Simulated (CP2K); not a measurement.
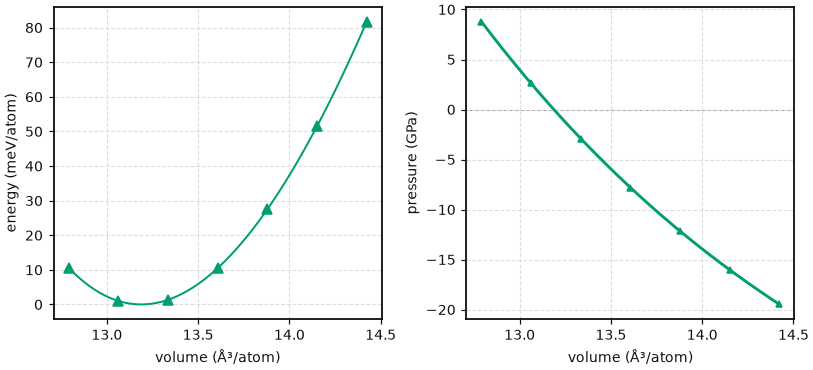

The figure shows the energy and pressure against volume for WS, space group Pm-3m (No. 221) (cell built by us, not taken from a database).

Cell as given: a = 3.008 Å, b = 3.008 Å, c = 3.008 Å, α = 90.00°, β = 90.00°, γ = 90.00°; 2 atoms.

Method: DFT in Gaussian orbitals with a plane-wave density, no spin polarisation; energies at scaled volumes of the given cell, shape and fractions fixed, counted from the fit's minimum, third-order Birch-Murnaghan fit (CP2K 2026.2). Level: PBEsol.

k mesh 9×9×9; occupations Fermi–Dirac; smearing width 0.05 eV; potentials GTH PBE with UZH TZVP basis; density cutoff 6123 eV; program settings ngrids 4, basis sets W TZVP-MOLOPT-PBE-GTH-q14, basis sets S TZVP-MOLOPT-PBE-GTH-q6, cutoff ry 450 Ry, rel cutoff ry 60 Ry.

The numbers behind the figure:

```json
{"volume (Å³/atom)": "12.79", "energy (meV/atom)": "10.60", "pressure (GPa)": "8.79"}
{"volume (Å³/atom)": "13.06", "energy (meV/atom)": "1.01", "pressure (GPa)": "2.61"}
{"volume (Å³/atom)": "13.33", "energy (meV/atom)": "1.35", "pressure (GPa)": "-2.90"}
{"volume (Å³/atom)": "13.61", "energy (meV/atom)": "10.50", "pressure (GPa)": "-7.80"}
{"volume (Å³/atom)": "13.88", "energy (meV/atom)": "27.53", "pressure (GPa)": "-12.16"}
{"volume (Å³/atom)": "14.15", "energy (meV/atom)": "51.54", "pressure (GPa)": "-16.03"}
{"volume (Å³/atom)": "14.42", "energy (meV/atom)": "81.76", "pressure (GPa)": "-19.48"}
```
